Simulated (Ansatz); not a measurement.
Consider this structure, Al.

```
Al
1.0
     5.27961    0.00000    0.00000
     0.00000    5.27961    0.00000
     0.00000    0.00000    2.69665
Al
4
Direct
  0.00000 0.00000 0.00000
  0.00000 0.50000 0.25000
  0.50000 0.50000 0.50000
  0.50000 0.00000 0.75000
```

Structure used: the geometry relaxed with DFT r2SCAN, scalar-relativistic, plane waves, PAW in Ansatz; the starting structure was generated, so it need not be a known form of this composition.

Question: Predict the first 5 clear peaks of the X-ray G(r) with σ = 0.07 Å, and name the atom pairs.

Answer: 1. 2.71 Å: Al–Al at 2.70–2.72 Å
2. 3.33 Å: Al–Al at 3.33 Å
3. 3.97 Å: Al–Al at 3.97 Å
4. 4.28 Å: Al–Al at 4.28 Å
5. 5.46 Å: Al–Al at 5.39–5.50 Å

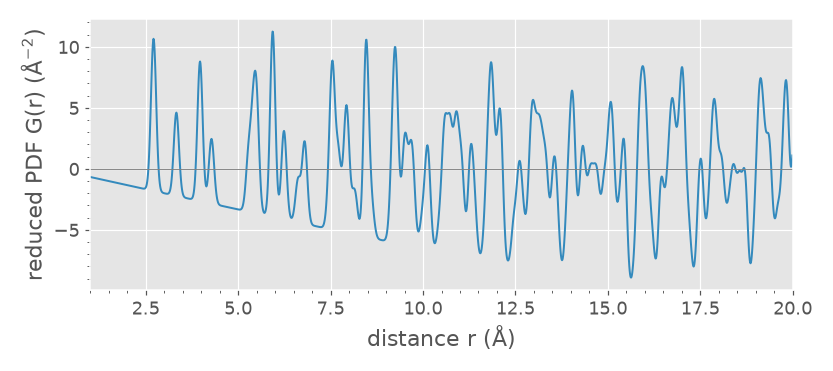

Simulated X-ray pair distribution function, G(r) = R(r)/r − 4πρ₀r, summed over the atomic distances of the structure with each pair weighted by the product of the atomic numbers (X-ray weights at Q = 0); every distance is a Gaussian of σ = 0.07 Å, damped by exp(−(Q_damp r)²/2) with Q_damp = 0.020 Å⁻¹. There is no Q-range truncation.
